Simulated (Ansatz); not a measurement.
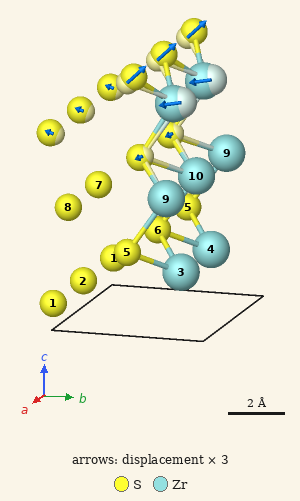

A constrained relaxation of a slab of composition ZrS₂ (cut from the P-3m1 phase). The starting structure is drawn faded, the final one solid; blue arrows show the displacements, 3 times their true length.

A ball-and-stick model of the cell of the calculation, outlined in the plane, without the vacuum (origin shifted), seen slightly off an axis.

Case: clean slab, lower half held. The slab is the (1 0 0) face of ZrS2. 8 atoms are held fixed.

The calculation used DFT PBE+D3(BJ), scalar-relativistic, plane waves, PAW in Ansatz. Settings: plane-wave cutoff 420 eV; k-point mesh 4 × 5 × 1; occupations gaussian; smearing width 0.05 eV; no spin polarisation; dipole correction; atoms relaxed in a fixed cell; force threshold 0.03 eV/Å; at most 70 steps.

> What happened in the run?

The energy falls by 0.679 eV per cell of the calculation in 4 accepted moves (5 points after the start). Largest force component: 2 eV/Å at the start, 0.016 eV/Å at the end. The line search rejected the trial step at point 3 of the run. The largest moves, 0.33 Å, are those of S atoms. Largest moves by element: S 0.33 Å, Zr 0.29 Å. The cell doesn't change. Near-neighbour distances that change, for instance: S–Zr 2.557 → 2.443 Å, S–Zr 2.557 → 2.624 Å, S–Zr 2.557 → 2.512 Å, S–Zr 2.557 → 2.600 Å. Among the angles between lasting bonds that change: S–Zr–S 180.0° → 162.4°, S–Zr–S 90.6° → 105.6°, Zr–S–Zr 90.6° → 96.1°. Cost: 4.9 min on 4 threads of Intel(R) Xeon(R) Processor @ 2.50GHz (Skylake/Cascade Lake), with other jobs on the host, peak memory 2.4 GiB.
